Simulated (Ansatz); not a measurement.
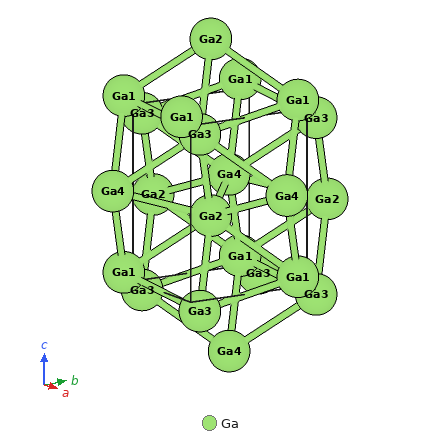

The system is Ga (Cmce, No. 64; 4 atoms in the cell); the picture shows the reference structure. 
- The energy is mapped over two homogeneous strains (x along [1 0 0], y along [0 1 0], z along [0 0 1] of the conventional cell).
- Coordinates scanned: (1) engineering shear strain xz; (2) normal strain along z.
- Nothing is relaxed (fractional coordinates fixed).
- The scan uses a 7 × 7 grid; 28 points were computed and 21 follow by symmetry.
- Points are written as (first, second).
- Energies: meV/atom, counted from the lowest grid point.
- These are results of DFT PBEsol, scalar-relativistic, plane waves, PAW (Ansatz 0.2.0), not measurements. Settings: cutoff 420 eV, k-mesh 10×10×10, gaussian smearing 0.15 eV, no spin polarisation.

Its coordinates:

```
CELL_PARAMETERS angstrom
2.23505 -3.79866 0.00000
2.23505 3.79866 0.00000
0.00000 0.00000 4.48978
ATOMIC_POSITIONS crystal
Ga 0.15592 0.84408 0.08325
Ga 0.65592 0.34408 0.41675
Ga 0.84408 0.15592 0.91675
Ga 0.34408 0.65592 0.58325
```

Range: engineering shear strain xz from −30 to 30 %; normal strain along z from −15 to 15 %.

What landscape does the calculation give?

The lowest grid point is at (0 %, 0 %). It is the only kind of minimum in the scanned range. The highest grid point, (−30 %, −15 %), lies 506 meV/atom above the lowest. Round the minimum the two coordinates are nearly uncoupled.

| normal strain along z ↓, engineering shear strain xz → | −30 | −20 | −10 | 0 | 10 | 20 | 30 |
| --- | --- | --- | --- | --- | --- | --- | --- |
| 15 | 149 | 107 | 91 | 89 | 91 | 107 | 149 |
| 10 | 146 | 85 | 55 | 47 | 55 | 85 | 146 |
| 5 | 160 | 80 | 30 | 15 | 30 | 80 | 160 |
| 0 | 196 | 95 | 25 | 0 | 25 | 95 | 196 |
| −5 | 261 | 137 | 49 | 17 | 49 | 137 | 261 |
| −10 | 360 | 213 | 119 | 83 | 119 | 213 | 360 |
| −15 | 506 | 339 | 244 | 214 | 244 | 339 | 506 |

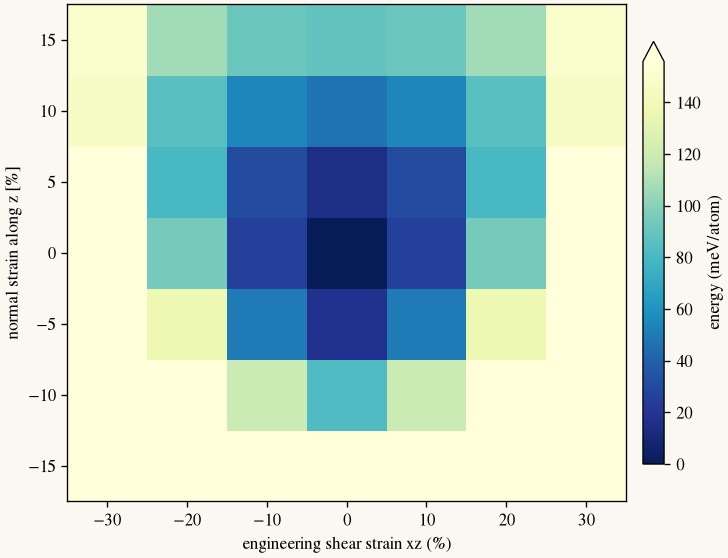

Drawn: one coloured cell a grid point, one colour for all values above the top of the scale.

Each point was launched as `ansatz run input.yaml --threads 4 --pin off --max-ram 8192MiB --backend cpu --events-out ev --progress --plain --runs-dir out`. Time for the 28 points that were run: 14 min on 4 threads of Intel(R) Xeon(R) Processor @ 2.50GHz (Skylake/Cascade Lake), with other jobs on the host.
